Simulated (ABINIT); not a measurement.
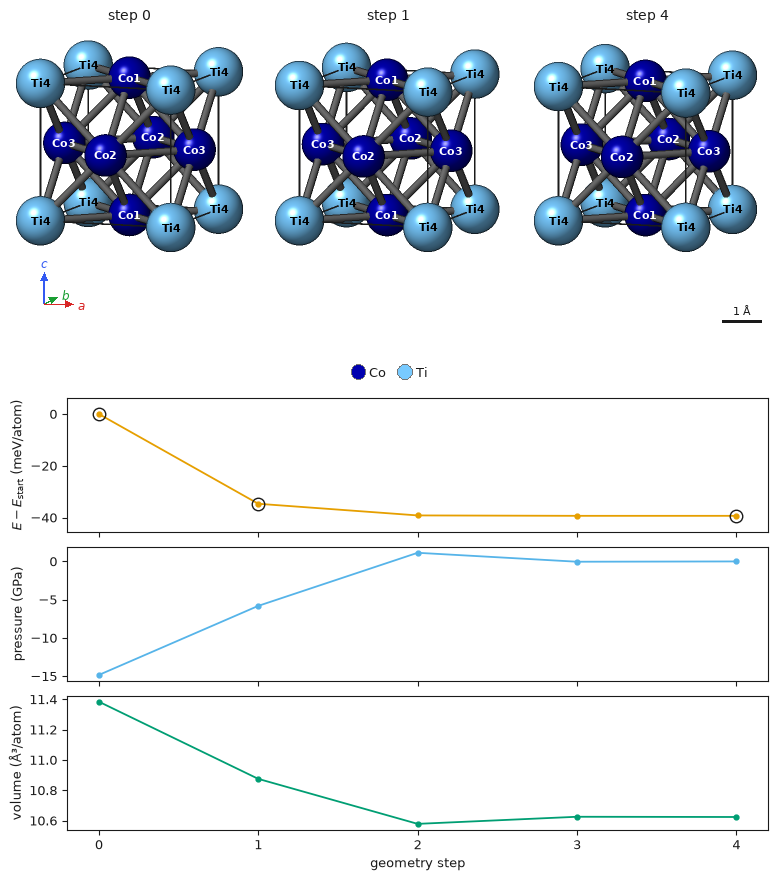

Frames of a relaxation of solid TiCo3 (set up in Pm-3m), marked on the history of the run. A ball-and-stick model of the cell of the calculation, seen slightly off an axis.

The run lets cell and atoms move.

Theory: ABINIT, Kohn-Sham DFT of a periodic cell, LDA, PseudoDojo NC SR LDA v0.4.1 standard.

The input:
```
pp_dirpath "./"
pseudos "Co.upf, Ti.upf"

acell 3*1.0 Angstrom
rprim
     3.5710000000     0.0000000000     0.0000000000
     0.0000000000     3.5710000000     0.0000000000
     0.0000000000     0.0000000000     3.5710000000
ntypat 2
znucl 27 22
natom 4
typat 1 1 1 2
chkprim 0
chksymtnons 0
tolsym 1.0e-6
xred
            1/2            1/2            0.0
            1/2            0.0            1/2
            0.0            1/2            1/2
            0.0            0.0            0.0

ecut 48.0
ecutsm 0.5

kptopt 1
ngkpt 6 6 6
nshiftk 1
shiftk 0.0 0.0 0.0

ixc 7

nband 40
occopt 3
tsmear 0.05 eV

nsppol 2
spinat
     0.0000000000     0.0000000000     2.0000000000
     0.0000000000     0.0000000000     2.0000000000
     0.0000000000     0.0000000000     2.0000000000
     0.0000000000     0.0000000000     1.0000000000

nstep 80
tolvrs 1.0e-12

iomode 3
prteig 0
prtebands 0
prtwf 0
prtden 0

ionmov 2
optcell 2
ntime 50
tolmxf 2.0e-5
dilatmx 1.08
```

Command:
```bash
mpirun --bind-to none -np 4 abinit run.abi > log 2>&1
```

> Describe the path.

The atoms keep their places relative to the cell (all moves are under 0.005 Å). The volume changes by −6.7 %, with a = b = c 3.571 → 3.490 Å (−2.3 %). Among the contacts that change: Co1–Ti4 2.525 → 2.468 Å, Co1–Co2 2.525 → 2.468 Å. The space group stays Pm-3m (No. 221). After 4 geometry steps the energy has fallen by 39.3 meV per atom. All forces vanish by symmetry, so only the cell relaxes. Pressure: −14.83 GPa at the start and 0.00 GPa at the end. From step 0 to 1: volume −4.5 %, energy −34.6 meV per atom. From step 1 to 4: volume −2.3 %, energy −4.7 meV per atom.

```tsv
step	E − E(0), meV/atom	pressure, GPa	volume, Å³/atom
0	0.00	-14.83	11.384
1	-34.65	-5.81	10.876
2	-39.15	1.13	10.579
3	-39.31	-0.04	10.626
4	-39.31	0.00	10.624
```

Limits of the set-up: only the magnetic order of this start and cell was tried (total moment 0.0 μB per cell).
